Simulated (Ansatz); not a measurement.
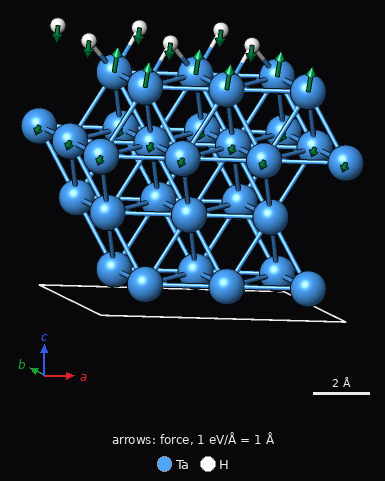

Starting geometry of a slab of composition Ta$_{4}$H (cut from the Fm-3m phase) with the computed forces as green arrows. A ball-and-stick model of the 3 × 2 repeat of the cell, outlined in the plane, without the vacuum, seen slightly off an axis.

Case: H put at a bridge Ta-Ta site. The slab is the (1 1 1) face of Ta with H on it. 2 atoms are held fixed.

Theory: Ansatz, DFT PBEsol, scalar-relativistic, plane waves, PAW.

Input
```yaml
crystal:
  lattice:
    - [2.952588334, 0.0, 0.0]
    - [-1.476294167, 2.5570165042, 0.0]
    - [0.0, 0.0, 26.2323348389]
  atoms:
    - { symbol: Ta, position: [0.6666666667, 0.3333333333, 0.3240275809] }
    - { symbol: Ta, position: [0.3333333333, 0.6666666667, 0.415928599] }
    - { symbol: Ta, position: [0.0, 0.0, 0.5077378576] }
    - { symbol: Ta, position: [0.6666666667, 0.3333333333, 0.5991526892] }
    - { symbol: H, position: [0.1666666667, -0.1666666667, 0.65175952] }
basis:
  ecutwfc: 420
kpoints:
  mp_grid: { grid: [12, 12, 1] }
hamiltonian:
  xc: pbesol
scf:
  occupations: { method: gaussian, width: 0.1 }
output:
  forces: true
  eigenvalues: true
  write_density: true
  write_potential: true
  elf: true
  volumetric_format: npy
relax:
  adjacent_minimum: "off"
  f_tol: 0.03
  max_steps: 70
  constraints: [{ sites: [0, 1] }]
efield:
  axis: 3
  dipole_correction: true
  ramp_width: 0.04
```

Command:
```bash
ansatz run input.yaml --threads 2 --pin off --max-ram 5120MiB --backend cpu --events-out ev --progress --plain --runs-dir out
```

Question: Is this structure relaxed? If not, where do the atoms go?

Answer: It isn't relaxed: the largest force vector, on Ta4, is 1.00 eV/Å. The final displacements have little in common with the starting forces (cosine between the two patterns 0.23). Over 10 accepted moves (11 points after the start) the energy falls by 0.530 eV per cell of the calculation. Largest force component: 0.98 eV/Å at the start, 0.0048 eV/Å at the end. The line search rejected the trial step at point 1 of the run. Ta4 moves most: 0.96 Å within the plane. Largest moves by element: Ta 0.96 Å, H 0.35 Å. The cell stays as it was. Near-neighbour distances that change, for instance: Ta4–H5 2.906 → 2.025 Å, Ta2–Ta3 2.951 → 2.685 Å, Ta3–Ta4 2.942 → 2.703 Å, Ta3–Ta4 (another image) 2.942 → 3.121 Å. New bonds form, among them: Ta4–H5 (2.91 → 2.03 Å). Cost: 3.1 min on 2 threads of Arm Neoverse V1 (shared host), peak memory 0.54 GiB.

Limits of the set-up: the periodic images lie only 3.0 Å apart, so the values are limited by the cell's size.
